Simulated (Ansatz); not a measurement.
Run report: Al3O2, geometry relaxation (part 1 of 2)

System: Al3O2 (P-3m1, 5 atoms in the cell).
Method: DFT r2SCAN, scalar-relativistic, plane waves, PAW, no spin polarisation (Ansatz 0.2.0).

The structure was built on a prototype by a generator; it need not be a known phase. It belongs to a series of runs on one base structure; here: anti-A-type sesquioxide type (P-3m1, No. 164).

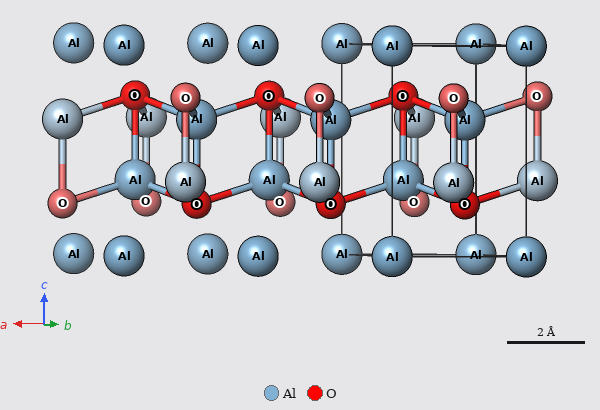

Fig. 1: The starting structure (ball-and-stick view of the cell of the calculation, repeated 3 × 1 × 1, seen at an oblique angle; neighbours outside the cell are drawn fainter).

Input file
```yaml
crystal:
  lattice:
    - [3.5219054471, 0.0, 0.0]
    - [-1.7609527235, 3.0500595869, 0.0]
    - [0.0, 0.0, 5.4795127895]
  atoms:
    - { symbol: Al, position: [0.0, 0.0, 0.0] }
    - { symbol: Al, position: [0.3333333333, 0.6666666667, 0.645] }
    - { symbol: Al, position: [0.6666666667, 0.3333333333, 0.355] }
    - { symbol: O, position: [0.3333333333, 0.6666666667, 0.245] }
    - { symbol: O, position: [0.6666666667, 0.3333333333, 0.755] }
basis:
  ecutwfc: 500
kpoints:
  mp_grid: { grid: [6, 6, 4] }
hamiltonian:
  xc: r2scan
scf:
  occupations: { method: gaussian, width: 0.1 }
  lower_state_search: "off"
output:
  forces: true
  stress: true
  eigenvalues: true
relax:
  adjacent_minimum: "off"
  f_tol: 0.04
  max_steps: 70
  cell: { stress_tol: 0.4 }
```

Run on 1 thread of Arm Neoverse V2, 128 GiB of memory available, shared host.

Launched with:
```bash
ansatz run input.yaml --threads 1 --pin off --max-ram 2560MiB --backend cpu --events-out ev --progress --plain --runs-dir out
```

The program's output
```
Engine: ansatz 0.2.0, aarch64-unknown-linux-gnu
Pseudopotentials: kind: paw
Pseudopotential: Al, paw, valence charge 3, recommended cutoff 500 eV (meta_gga), Al.paw.azcp
Pseudopotential: O, paw, valence charge 6, recommended cutoff 500 eV (meta_gga), O.paw.azcp
Functional definition: r2SCAN
  parameter k0 = 0.174
  parameter k1 = 0.065
  parameter a1 = 4.9479
  exchange = r2scan_x(k0 = k0, k1 = k1, a1 = a1)
  correlation = r2scan_c
Crystal: 5 atoms, lattice volume = 58.861 Å³
Basis set: ecut = 500 eV, 1483 PW (Γ), exchange–correlation on 108×108×160 points (64 copies of the dense FFT grid, shifted against one another)
Bands: 16, of which v1, the nominal top of the filled ones, is band 11 counted from 1 (10 counted from 0)
Symmetry: 12 space group operations
Space group: P-3m1 (ITA 164), of the structure as read, at distance tolerance 3.9e-5 Å
k-points: 24 of 144
Non-local potential: Al, projectors of the file, l = 0: 2, l = 1: 2, l = 2: 1
Non-local potential: O, projectors of the file, l = 0: 2, l = 1: 2, l = 2: 1
PAW form: soft (Blöchl's): semilocal exchange-correlation on the pseudo side does not see the compensation charge
PAW frozen core: Al, regenerated for the run's functional (the file was generated under x = pbe(κ = 0.804, μ = 0.2195149727645171), c = pbe(β = 0.06672455060314922))
PAW frozen core: O, regenerated for the run's functional (the file was generated under x = pbe(κ = 0.804, μ = 0.2195149727645171), c = pbe(β = 0.06672455060314922))
PAW one-centre angular grid: Al, 302 points (default); XC on 160 Gauss nodes
PAW one-centre angular grid: O, 302 points (default); XC on 160 Gauss nodes
Initial density: superposition of atomic densities (neutral atoms: chi_scale 0, normalization atom), corrected by the library's trained network
Initial wavefunctions: pseudopotential atomic-orbital guess
Functional: x = r2scan, c = r2scan; τ floored in thin density (d = 2e-4 eV/Å³)
SCF iter   1: F=-2754.004938 eV  HF=-2753.912664 eV  |F-HF|=9.23e-2  |Δ(HF+E_count)|=         —  Δρ=9.53e-3  dr2=7.70e-2  dr2_τ=1.10e-1  ethr=1.77e-3  ⟨swp⟩=6.0  Hψ=2334  notcnv=0
preconditioner: auto → none  [insulator: Δε(μ)=0.104 eV  Ē_g=9.130 eV  σ=0.100 eV  W_gap=0.51  n_scr=10 (ndim 8)  ℏωp=20.0 eV  f_vac=0.000  D(μ)=2.08/eV (n_scr^D=22)  ε∞_Penn≈5.8]
SCF iter   2: F=-2754.023555 eV  HF=-2754.039569 eV  |F-HF|=1.60e-2  |Δ(HF+E_count)|=   1.27e-1  Δρ=6.72e-3  dr2=2.64e-2  dr2_τ=3.04e-3  ethr=3.67e-4  ⟨swp⟩=2.0  Hψ=1027  notcnv=0  defer=21
SCF iter   3: F=-2754.032122 eV  HF=-2754.036694 eV  |F-HF|=4.57e-3  |Δ(HF+E_count)|=   2.87e-3  Δρ=2.98e-3  dr2=7.93e-3  dr2_τ=3.88e-4  ethr=1.26e-4  ⟨swp⟩=2.1  Hψ=664  notcnv=0  defer=21
SCF iter   4: F=-2754.035648 eV  HF=-2754.035674 eV  |F-HF|=2.58e-5  |Δ(HF+E_count)|=   1.02e-3  Δρ=8.10e-4  dr2=3.92e-4  dr2_τ=1.22e-5  ethr=3.77e-5  ⟨swp⟩=2.5  Hψ=664  notcnv=0  defer=21
SCF iter   5: F=-2754.035751 eV  HF=-2754.035772 eV  |F-HF|=2.07e-5  |Δ(HF+E_count)|=   9.74e-5  Δρ=3.53e-4  dr2=7.30e-5  dr2_τ=6.93e-6  ethr=1.87e-6  ⟨swp⟩=2.1  Hψ=638  notcnv=0  defer=21
SCF iter   6: F=-2754.035793 eV  HF=-2754.035785 eV  |F-HF|=7.98e-6  |Δ(HF+E_count)|=   1.30e-5  Δρ=1.14e-4  dr2=4.99e-6  dr2_τ=3.67e-7  ethr=3.47e-7  ⟨swp⟩=2.3  Hψ=581  notcnv=0  defer=20
SCF iter   7: F=-2754.035796 eV  HF=-2754.035795 eV  |F-HF|=5.01e-7  |Δ(HF+E_count)|=   1.06e-5  Δρ=2.50e-5  dr2=2.60e-7  dr2_τ=1.35e-8  ethr=2.38e-8  ⟨swp⟩=2.0  Hψ=598  notcnv=0  defer=20
SCF iter   8: F=-2754.035796 eV  HF=-2754.035796 eV  |F-HF|=9.82e-9  |Δ(HF+E_count)|=   6.88e-7  Δρ=5.92e-6  dr2=1.97e-8  dr2_τ=5.90e-10  ethr=4.76e-10  ⟨swp⟩=7.9  Hψ=2040  notcnv=0
SCF 1 converged in 8 iterations: F = -2754.035796 eV  dr2 = 1.97e-8
  greatest PAW one-centre occupation: 0.902 electrons in one spin orbital (limit 2), on the O atom at site 4 (counted from 0), in its partial waves of l = 0
relax step   1: F+E_penalty+E_count = -2754.03579584 eV  Δ(F+E_penalty+E_count) = +0.000e0 eV  max|allowed force component| = 9.464e-1 eV/Å  Δτ_max = 0.0000 Å  P = +15.098 GPa  Ω = 58.861 Å³  (8 SCF iters, dr2 threshold 1.00e-7 eV, accepted)
Crystal: 5 atoms, lattice volume = 62.963 Å³
Basis set: ecut = 500 eV, 1629 PW (Γ), exchange–correlation on 108×108×160 points (64 copies of the dense FFT grid, shifted against one another)
Initial density: handed on by an earlier stage of this run
Initial wavefunctions: those handed on with the density
iter 1 solved again at ethr=1.49e-3 eV; its pass at ethr=3.10e-3 eV (dr2=3.13e-1 eV) is discarded
SCF iter   1: F=-2754.502534 eV  HF=-2754.433040 eV  |F-HF|=6.95e-2  |Δ(HF+E_count)|=         —  Δρ=1.30e-2  dr2=3.13e-1  dr2_τ=5.68e-1  ethr=1.49e-3  ⟨swp⟩=1.0  Hψ=2715  notcnv=0
preconditioner: auto → Kerker (q_TF=auto, 2.272 Å⁻¹)  [metal: Δε(μ)=0.097 eV  Ē_g=8.694 eV  σ=0.100 eV  W_gap=0.49  n_scr=10 (ndim 8)  ℏωp=19.3 eV  f_vac=0.000  D(μ)=1.46/eV (n_scr^D=8)]
SCF iter   2: F=-2754.614031 eV  HF=-2754.708548 eV  |F-HF|=9.45e-2  |Δ(HF+E_count)|=   2.76e-1  Δρ=6.91e-3  dr2=1.30e-1  dr2_τ=7.34e-4  ethr=1.49e-3  ⟨swp⟩=3.0  Hψ=858  notcnv=0
SCF iter   3: F=-2754.671640 eV  HF=-2754.696241 eV  |F-HF|=2.46e-2  |Δ(HF+E_count)|=   1.23e-2  Δρ=7.74e-3  dr2=3.16e-2  dr2_τ=4.61e-3  ethr=6.17e-4  ⟨swp⟩=2.7  Hψ=786  notcnv=0  defer=1
SCF iter   4: F=-2754.690707 eV  HF=-2754.690495 eV  |F-HF|=2.12e-4  |Δ(HF+E_count)|=   5.75e-3  Δρ=1.31e-3  dr2=1.44e-3  dr2_τ=3.15e-5  ethr=1.50e-4  ⟨swp⟩=2.2  Hψ=807  notcnv=0  defer=1
SCF iter   5: F=-2754.691290 eV  HF=-2754.691264 eV  |F-HF|=2.57e-5  |Δ(HF+E_count)|=   7.69e-4  Δρ=6.36e-4  dr2=2.96e-4  dr2_τ=9.41e-6  ethr=6.84e-6  ⟨swp⟩=2.2  Hψ=658  notcnv=0  defer=1
SCF iter   6: F=-2754.691408 eV  HF=-2754.691402 eV  |F-HF|=5.83e-6  |Δ(HF+E_count)|=   1.38e-4  Δρ=1.12e-4  dr2=1.23e-5  dr2_τ=1.61e-7  ethr=1.41e-6  ⟨swp⟩=2.0  Hψ=562  notcnv=0  defer=1
SCF iter   7: F=-2754.691411 eV  HF=-2754.691411 eV  |F-HF|=1.54e-7  |Δ(HF+E_count)|=   9.28e-6  Δρ=3.44e-5  dr2=6.75e-7  dr2_τ=3.35e-8  ethr=5.86e-8  ⟨swp⟩=2.0  Hψ=569  notcnv=0  defer=1
SCF iter   8: F=-2754.691411 eV  HF=-2754.691411 eV  |F-HF|=5.65e-9  |Δ(HF+E_count)|=   9.30e-8  Δρ=9.20e-6  dr2=3.87e-8  dr2_τ=3.42e-9  ethr=2.38e-9  ⟨swp⟩=7.4  Hψ=1868  notcnv=0
SCF 2 converged in 8 iterations: F = -2754.691411 eV  dr2 = 3.87e-8
  greatest PAW one-centre occupation: 0.900 electrons in one spin orbital (limit 2), on the O atom at site 4 (counted from 0), in its partial waves of l = 0
relax step   2: F+E_penalty+E_count = -2754.69141125 eV  Δ(F+E_penalty+E_count) = -6.556e-1 eV  max|allowed force component| = 1.896e0 eV/Å  Δτ_max = 0.0812 Å  P = +5.117 GPa  Ω = 62.963 Å³  energy of the carried Pulay correction = -1.219e-3 eV  (8 SCF iters, dr2 threshold 5.00e-7 eV, accepted)
[... from here on the SCF iterations and repeated set-up lines of each step are left out, up to the last step ...]
SCF 3 converged in 8 iterations: F = -2755.587310 eV  dr2 = 1.17e-7
relax step   3: F+E_penalty+E_count = -2755.58730997 eV  Δ(F+E_penalty+E_count) = -8.959e-1 eV  max|allowed force component| = 3.198e0 eV/Å  Δτ_max = 0.1224 Å  P = -1.552 GPa  Ω = 66.900 Å³  energy of the carried Pulay correction = -2.314e-3 eV  (8 SCF iters, dr2 threshold 5.00e-7 eV, accepted)
SCF 4 converged in 8 iterations: F = -2757.211521 eV  dr2 = 3.45e-8
relax step   4: F+E_penalty+E_count = -2757.21152055 eV  Δ(F+E_penalty+E_count) = -1.624e0 eV  max|allowed force component| = 4.472e0 eV/Å  Δτ_max = 0.1663 Å  P = -9.714 GPa  Ω = 71.968 Å³  energy of the carried Pulay correction = -3.628e-3 eV  (8 SCF iters, dr2 threshold 5.00e-7 eV, accepted)
SCF 5 converged in 8 iterations: F = -2758.700257 eV  dr2 = 2.82e-7
relax step   5: F+E_penalty+E_count = -2758.70025708 eV  Δ(F+E_penalty+E_count) = -1.489e0 eV  max|allowed force component| = 2.929e0 eV/Å  Δτ_max = 0.1933 Å  P = -18.040 GPa  Ω = 77.213 Å³  energy of the carried Pulay correction = -4.886e-3 eV  (8 SCF iters, dr2 threshold 5.00e-7 eV, accepted)
SCF 6 converged in 7 iterations: F = -2759.822997 eV  dr2 = 4.69e-7
relax step   6: F+E_penalty+E_count = -2759.82299721 eV  Δ(F+E_penalty+E_count) = -1.123e0 eV  max|allowed force component| = 2.184e0 eV/Å  Δτ_max = 0.0976 Å  P = -18.336 GPa  Ω = 75.286 Å³  energy of the carried Pulay correction = -4.435e-3 eV  (7 SCF iters, dr2 threshold 5.00e-7 eV, accepted)
SCF 7 converged in 7 iterations: F = -2761.058410 eV  dr2 = 1.95e-7
relax step   7: F+E_penalty+E_count = -2761.05841038 eV  Δ(F+E_penalty+E_count) = -1.235e0 eV  max|allowed force component| = 6.361e-1 eV/Å  Δτ_max = 0.1082 Å  P = -14.239 GPa  Ω = 69.906 Å³  energy of the carried Pulay correction = -3.106e-3 eV  (7 SCF iters, dr2 threshold 5.00e-7 eV, accepted)
SCF 8 converged in 7 iterations: F = -2761.695569 eV  dr2 = 1.66e-7
relax step   8: F+E_penalty+E_count = -2761.69556928 eV  Δ(F+E_penalty+E_count) = -6.372e-1 eV  max|allowed force component| = 3.747e-1 eV/Å  Δτ_max = 0.0427 Å  P = -8.037 GPa  Ω = 64.616 Å³  energy of the carried Pulay correction = -1.687e-3 eV  (7 SCF iters, dr2 threshold 5.00e-7 eV, accepted)
SCF 9 converged in 7 iterations: F = -2761.978411 eV  dr2 = 6.10e-8
relax step   9: F+E_penalty+E_count = -2761.97841123 eV  Δ(F+E_penalty+E_count) = -2.828e-1 eV  max|allowed force component| = 9.799e-1 eV/Å  Δτ_max = 0.0374 Å  P = +3.719 GPa  Ω = 58.532 Å³  energy of the carried Pulay correction = +1.015e-4 eV  (7 SCF iters, dr2 threshold 5.00e-7 eV, accepted)
SCF 10 converged in 6 iterations: F = -2762.042109 eV  dr2 = 3.72e-7
relax step  10: F+E_penalty+E_count = -2762.04210891 eV  Δ(F+E_penalty+E_count) = -6.370e-2 eV  max|allowed force component| = 1.707e0 eV/Å  Δτ_max = 0.0926 Å  P = +5.100 GPa  Ω = 56.600 Å³  energy of the carried Pulay correction = +7.088e-4 eV  (6 SCF iters, dr2 threshold 5.00e-7 eV, accepted)
SCF 11 converged in 6 iterations: F = -2762.197799 eV  dr2 = 2.99e-7
relax step  11: F+E_penalty+E_count = -2762.19779924 eV  Δ(F+E_penalty+E_count) = -1.557e-1 eV  max|allowed force component| = 8.286e-1 eV/Å  Δτ_max = 0.0358 Å  P = +3.804 GPa  Ω = 57.067 Å³  energy of the carried Pulay correction = +5.601e-4 eV  (6 SCF iters, dr2 threshold 5.00e-7 eV, accepted)
SCF 12 converged in 6 iterations: F = -2762.282723 eV  dr2 = 1.09e-7
relax step  12: F+E_penalty+E_count = -2762.28272270 eV  Δ(F+E_penalty+E_count) = -8.492e-2 eV  max|allowed force component| = 3.414e-1 eV/Å  Δτ_max = 0.0351 Å  P = +1.208 GPa  Ω = 57.901 Å³  energy of the carried Pulay correction = +2.975e-4 eV  (6 SCF iters, dr2 threshold 5.00e-7 eV, accepted)
SCF 13 converged in 7 iterations: F = -2762.298376 eV  dr2 = 4.68e-8
relax step  13: F+E_penalty+E_count = -2762.29837621 eV  Δ(F+E_penalty+E_count) = -1.565e-2 eV  max|allowed force component| = 6.569e-2 eV/Å  Δτ_max = 0.0468 Å  P = +2.015 GPa  Ω = 57.651 Å³  energy of the carried Pulay correction = +3.759e-4 eV  (7 SCF iters, dr2 threshold 5.00e-7 eV, accepted)
SCF 14 converged in 6 iterations: F = -2762.294838 eV  dr2 = 7.26e-8
relax step  14: F+E_penalty+E_count = -2762.29483790 eV  Δ(F+E_penalty+E_count) = +3.538e-3 eV  max|allowed force component| = 3.816e-1 eV/Å  Δτ_max = 0.0136 Å  P = -0.669 GPa  Ω = 58.899 Å³  energy of the carried Pulay correction = -1.172e-5 eV  (6 SCF iters, dr2 threshold 5.00e-7 eV, rejected (line search))
SCF 15 converged in 8 iterations: F = -2762.308481 eV  dr2 = 4.88e-10
relax step  15: F+E_penalty+E_count = -2762.30848100 eV  Δ(F+E_penalty+E_count) = -1.010e-2 eV  max|allowed force component| = 1.358e-2 eV/Å  Δτ_max = 0.0109 Å  P = +0.224 GPa  Ω = 58.281 Å³  energy of the carried Pulay correction = +1.792e-4 eV  (8 SCF iters, accepted)
SCF 16 converged in 4 iterations: F = -2762.308738 eV  dr2 = 1.69e-7
relax step  16: F+E_penalty+E_count = -2762.30873763 eV  Δ(F+E_penalty+E_count) = -2.566e-4 eV  max|allowed force component| = 8.350e-4 eV/Å  Δτ_max = 0.0021 Å  P = +0.003 GPa  Ω = 58.373 Å³  energy of the carried Pulay correction = +1.508e-4 eV  (4 SCF iters, dr2 threshold 4.33e-7 eV, accepted)
SCF 17 converged in 7 iterations: F = -2762.648969 eV  dr2 = 1.95e-9
relax step  17: F+E_penalty+E_count = -2762.64896878 eV  Δ(F+E_penalty+E_count) = -3.402e-1 eV  max|allowed force component| = 5.747e-2 eV/Å  Δτ_max = 0.0000 Å  P = +4.790 GPa  Ω = 58.373 Å³  stress off target by 1.35e1 GPa  SCF on the basis re-selected at this cell (its energy is not comparable with the rows above)  (7 SCF iters)
SCF 18 converged in 6 iterations: F = -2762.759878 eV  dr2 = 1.37e-7
relax step  18: F+E_penalty+E_count = -2762.75987830 eV  Δ(F+E_penalty+E_count) = -1.109e-1 eV  max|allowed force component| = 7.103e-2 eV/Å  Δτ_max = 0.0187 Å  P = +3.184 GPa  Ω = 59.361 Å³  energy of the carried Pulay correction = -1.987e-4 eV  (6 SCF iters, dr2 threshold 5.00e-7 eV, accepted)
SCF 19 converged in 6 iterations: F = -2762.851185 eV  dr2 = 2.78e-7
relax step  19: F+E_penalty+E_count = -2762.85118515 eV  Δ(F+E_penalty+E_count) = -9.131e-2 eV  max|allowed force component| = 1.251e-1 eV/Å  Δτ_max = 0.0354 Å  P = +2.000 GPa  Ω = 60.556 Å³  energy of the carried Pulay correction = -4.223e-4 eV  (6 SCF iters, dr2 threshold 5.00e-7 eV, accepted)
SCF 20 converged in 6 iterations: F = -2762.892287 eV  dr2 = 1.62e-7
relax step  20: F+E_penalty+E_count = -2762.89228695 eV  Δ(F+E_penalty+E_count) = -4.110e-2 eV  max|allowed force component| = 5.445e-2 eV/Å  Δτ_max = 0.0364 Å  P = +0.362 GPa  Ω = 62.335 Å³  energy of the carried Pulay correction = -8.015e-4 eV  (6 SCF iters, dr2 threshold 5.00e-7 eV, accepted)
SCF 21 converged in 6 iterations: F = -2762.899436 eV  dr2 = 2.01e-7
relax step  21: F+E_penalty+E_count = -2762.89943576 eV  Δ(F+E_penalty+E_count) = -7.149e-3 eV  max|allowed force component| = 7.686e-2 eV/Å  Δτ_max = 0.0266 Å  P = -0.194 GPa  Ω = 63.259 Å³  energy of the carried Pulay correction = -9.961e-4 eV  (6 SCF iters, dr2 threshold 5.00e-7 eV, accepted)
SCF 22 converged in 6 iterations: F = -2762.898833 eV  dr2 = 1.17e-7
relax step  22: F+E_penalty+E_count = -2762.89883292 eV  Δ(F+E_penalty+E_count) = +6.028e-4 eV  max|allowed force component| = 1.686e-1 eV/Å  Δτ_max = 0.0180 Å  P = +0.546 GPa  Ω = 63.535 Å³  energy of the carried Pulay correction = -1.049e-3 eV  (6 SCF iters, dr2 threshold 3.69e-7 eV, rejected (line search))
SCF 23 converged in 8 iterations: F = -2762.900232 eV  dr2 = 2.78e-10
relax step  23: F+E_penalty+E_count = -2762.90023246 eV  Δ(F+E_penalty+E_count) = -7.967e-4 eV  max|allowed force component| = 7.233e-3 eV/Å  Δτ_max = 0.0065 Å  P = +0.076 GPa  Ω = 63.358 Å³  energy of the carried Pulay correction = -1.012e-3 eV  (8 SCF iters, accepted)
Basis set: ecut = 500 eV, 1567 PW (Γ), exchange–correlation on 96×96×256 points (64 copies of the dense FFT grid, shifted against one another)
iter 1 solved again at ethr=1.23e-7 eV; its pass at ethr=3.10e-3 eV (dr2=2.58e-5 eV) is discarded
SCF iter   1: F=-2762.902637 eV  HF=-2762.901900 eV  |F-HF|=7.37e-4  |Δ(HF+E_count)|=         —  Δρ=3.63e-4  dr2=3.30e-6  dr2_τ=1.09e-5  ethr=1.23e-7  ⟨swp⟩=3.1  Hψ=3755  notcnv=0
preconditioner: auto → none  [insulator: Δε(μ)=0.864 eV  Ē_g=10.980 eV  σ=0.100 eV  W_gap=0.71  n_scr=6 (ndim 8)  ℏωp=19.2 eV  f_vac=0.005  D(μ)=1.15/eV (n_scr^D=4)  ε∞_Penn≈4.1]
SCF iter   2: F=-2762.902639 eV  HF=-2762.902511 eV  |F-HF|=1.27e-4  |Δ(HF+E_count)|=   6.12e-4  Δρ=1.83e-4  dr2=1.21e-6  dr2_τ=1.49e-5  ethr=1.57e-8  ⟨swp⟩=2.0  Hψ=735  notcnv=0
SCF iter   3: F=-2762.902639 eV  HF=-2762.902626 eV  |F-HF|=1.30e-5  |Δ(HF+E_count)|=   1.15e-4  Δρ=6.78e-5  dr2=1.24e-6  dr2_τ=1.71e-6  ethr=5.76e-9  ⟨swp⟩=2.0  Hψ=639  notcnv=0
SCF iter   4: F=-2762.902640 eV  HF=-2762.902640 eV  |F-HF|=5.43e-8  |Δ(HF+E_count)|=   1.39e-5  Δρ=6.95e-6  dr2=2.00e-8  dr2_τ=7.85e-9  ethr=5.76e-9  ⟨swp⟩=2.4  Hψ=602  notcnv=0
SCF iter   5: F=-2762.902640 eV  HF=-2762.902640 eV  |F-HF|=4.07e-9  |Δ(HF+E_count)|=   6.03e-8  Δρ=3.03e-6  dr2=1.91e-9  dr2_τ=5.88e-10  ethr=1.52e-11  ⟨swp⟩=3.7  Hψ=1720  notcnv=0
SCF 24 converged in 5 iterations: F = -2762.902640 eV  dr2 = 1.91e-9
relax step  24: F+E_penalty+E_count = -2762.90264041 eV  Δ(F+E_penalty+E_count) = -2.408e-3 eV  max|allowed force component| = 6.751e-3 eV/Å  Δτ_max = 0.0000 Å  P = +0.142 GPa  Ω = 63.358 Å³  stress off target by 3.78e-1 GPa  SCF on the basis re-selected at this cell (its energy is not comparable with the rows above)  (5 SCF iters)
```

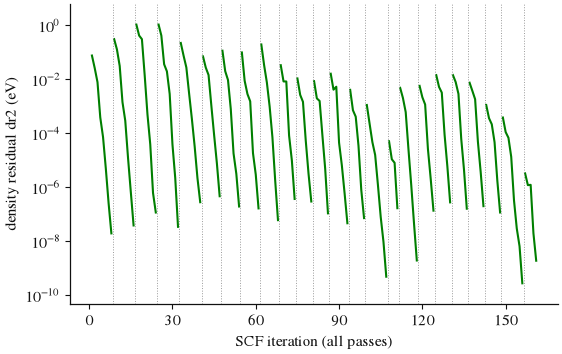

Fig. 2: Convergence of the self-consistent field: density residual dr2 against the SCF iteration. The dotted lines part the SCF passes of the relaxation: geometry steps, rejected trials and re-solves on a re-selected basis. The 24 passes take 4 to 8 iterations each, 161 in all.
